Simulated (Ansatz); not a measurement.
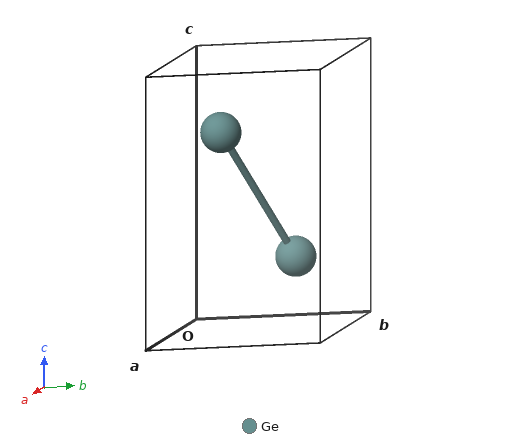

For Ge, coordinates from a relaxation with Ansatz 0.2.0, DFT, PBE, plane waves (420 eV) with PAW, scalar-relativistic; the starting structure was generated, so it need not be a known form of this composition: one unit cell is drawn above. Geometry calculated from the standardised cell; symmetry tolerance 0.002 Å.

```yaml
crystal:
  lattice:
    - [3.06627, 0.00000, 0.00000]
    - [-1.53314, 2.65547, 0.00000]
    - [0.00000, 0.00000, 4.75345]
  atoms:
    - { symbol: Ge, position: [0.33333, 0.66667, 0.25000] }
    - { symbol: Ge, position: [0.66667, 0.33333, 0.75000] }
```

> What is its point group?

6/mmm (D6h), order 24, hexagonal system: one sixfold axis, six twofold axes, seven mirror planes, an inversion centre.

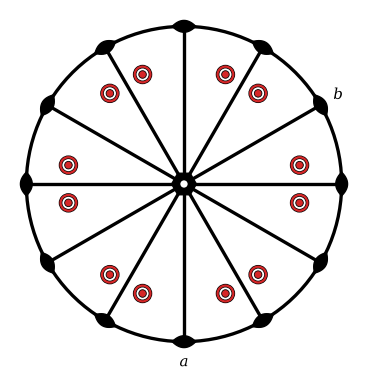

Stereographic projection: filled dots lie in the upper hemisphere, open rings in the lower; heavy lines are mirror planes (a heavy rim: a mirror in the plane of the page); lens, triangle, square and hexagon are 2-, 3-, 4- and 6-fold axes, a lens in an open square is −4, a triangle in an open hexagon −6; thin dashed diameters join the ends of axes that lie in the page; a small open circle marks inversion. The poles are one general form. The c axis points at the viewer.

> What does this class allow?

Class 6/mmm is centrosymmetric, so neither piezoelectric nor pyroelectric; it is not chiral. Its Laue class is 6/mmm.
